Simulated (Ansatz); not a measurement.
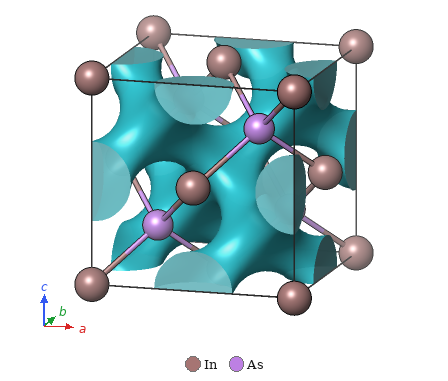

Crystal voids of InAs (F-43m, No. 216): the teal surface encloses the regions where the procrystal electron density, the sum of the densities of spherically averaged neutral Hartree-Fock atoms, is below 0.01 e/bohr³ (1×1×1 cells, view slightly off an axis). No self-consistent density enters. Pale faces close the region where the drawn box cuts it. From Rb on the atoms have core potentials, so only their outer electrons count. The usual level for crystal voids is 0.002 e/bohr³; this crystal has almost no region below it, so a higher level is used, which marks the interstitial space of lowest density.

Source of the atomic positions: a calculation's input that goes back to an entry of the Crystallography Open Database (an earlier step may have relaxed or displaced it).

```
In As
1.0
     6.04800    0.00000    0.00000
     0.00000    6.04800    0.00000
     0.00000    0.00000    6.04800
In As
4 4
Direct
  0.00000 0.00000 0.00000
  0.00000 0.50000 0.50000
  0.50000 0.00000 0.50000
  0.50000 0.50000 0.00000
  0.25000 0.25000 0.25000
  0.25000 0.75000 0.75000
  0.75000 0.25000 0.75000
  0.75000 0.75000 0.25000
```

Q: What share of the cell is void by this measure?

A: The voids take about 28 % of the cell (61 Å³ of 221.2 Å³) and are bounded by about 130 Å² of surface per cell.

Q: Are the voids connected in the whole crystal?

A: Where they connect, they form a three-dimensional network.

Q: How low does the density fall, and where?

A: To about 0.0045 e/bohr³ near 0.25, 0.25, 0.75 (fractional), 2.6 Å from the nearest nucleus.

Q: At what density do the voids first join through the crystal?

A: At about 0.0059 e/bohr³, as a three-dimensional network.
